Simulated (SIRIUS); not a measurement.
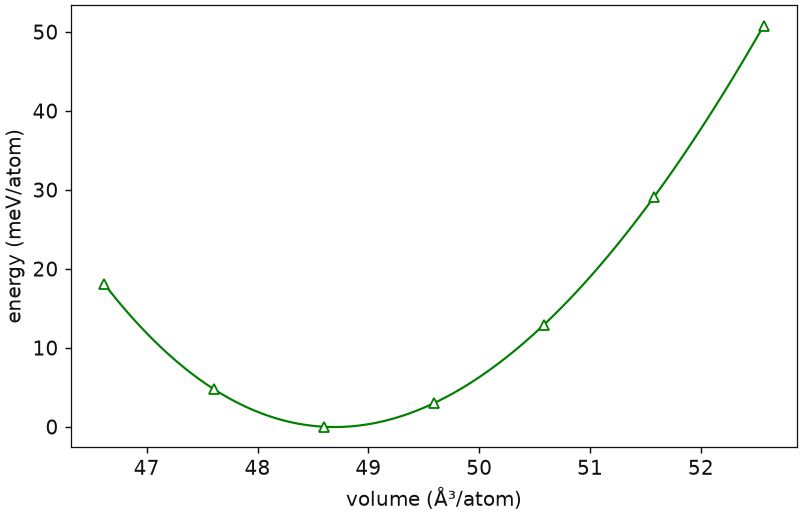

The picture above shows the energy against volume for WS₂, space group P-6m2 (No. 187).

The given structure:
```
CELL_PARAMETERS angstrom
3.18352 0.00000 0.00000
-1.59176 2.75701 0.00000
0.00000 0.00000 16.95058
ATOMIC_POSITIONS crystal
W 0.00000 0.00000 0.00000
S 0.33333 0.66667 0.09200
S 0.33333 0.66667 0.90800
```

Computed with SIRIUS 7.12.0: all-electron LAPW DFT, no spin polarisation; energies at scaled volumes of the given cell, shape and fractions fixed, counted from the fit's minimum, third-order Birch-Murnaghan fit. Level: PBEsol.

- k mesh: 10×10×2
- occupations: Fermi–Dirac
- smearing width: 0.05 eV
- potentials: all electron FP LAPW
- program settings: basis apw+lo standard, gk cutoff 3.91 1/bohr, pw cutoff 20 1/bohr

### Give the fitted equation-of-state parameters.

A third-order Birch–Murnaghan fit gives V0 = 48.70 Å³/atom, B0 = 60.6 GPa and B′ = 4.3.

Limits of the calculation: shape and atomic fractions are frozen while scaling, which makes layered, chain and framework solids too stiff.

The computed values:

```tsv
volume (Å³/atom)	energy (meV/atom)
46.62	18.11
47.61	4.80
48.60	0.03
49.59	3.00
50.58	12.94
51.58	29.10
52.57	50.80
```
